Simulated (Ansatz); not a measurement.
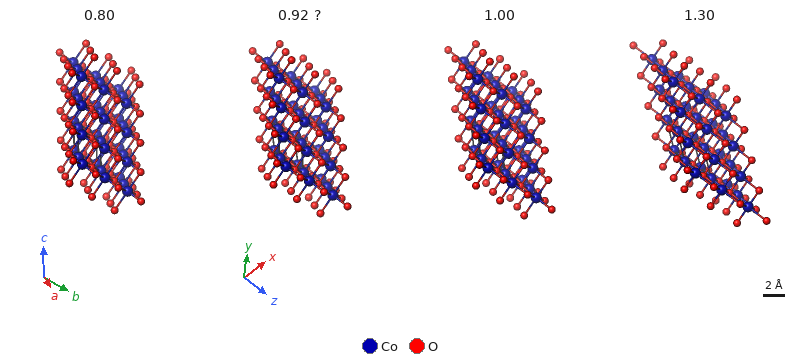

Energy scan for a crystal of CoO (I4/mmm), in which the ratio of the cell's length along z to its lengths across, counted as 1 for the reference, is changed at fixed volume (a c/a path), with the atoms kept at their fractional coordinates. x, y and z are the Cartesian axes of the input. Style: ball-and-stick. Shown: the cell of the calculation, repeated 2 × 2 × 3 with one cell outlined, slightly off an axis.

Theory: DFT PBEsol, scalar-relativistic, plane waves, PAW in Ansatz 0.2.0. Settings: plane-wave cutoff 420 eV; k-point mesh 24 × 24 × 24; occupations gaussian; smearing width 0.15 eV; collinear spin. Energies (free energies at the smearing named) are counted from the cell as listed in its source, which wasn't relaxed.

```
axial ratio over its reference value  E − E(ref) (meV/atom)
                                0.80                   81.4
                                0.85                   31.5
                                0.92                      ?
                                0.96                    1.6
                                1.00                    0.0
                                1.05                    0.5
                                1.10                    2.3
                                1.20                    9.0
                                1.30                   23.8
```

One row is withheld. What is its energy?

A straight line between the two neighbours gives 12.5 meV/atom. A cubic through the four nearest rows (0.80, 0.85, 0.96, 1.00) gives, with Lagrange weights, (−0.1400)(81.4) + (0.4655)(31.5) + (0.9545)(1.6) + (−0.2800)(0.0) = 4.8 meV/atom. The calculation gives 6.3 meV/atom, so the cubic is 1.5 meV/atom too low and the straight line 6.2 meV/atom too high, as the curve bends upwards here.

The whole profile:

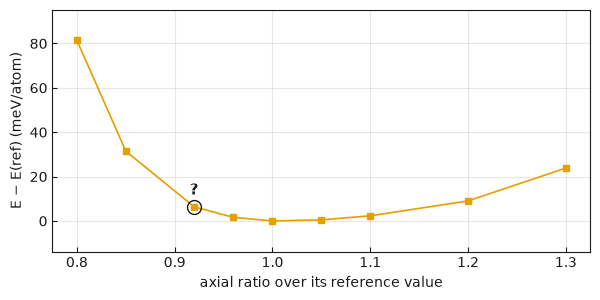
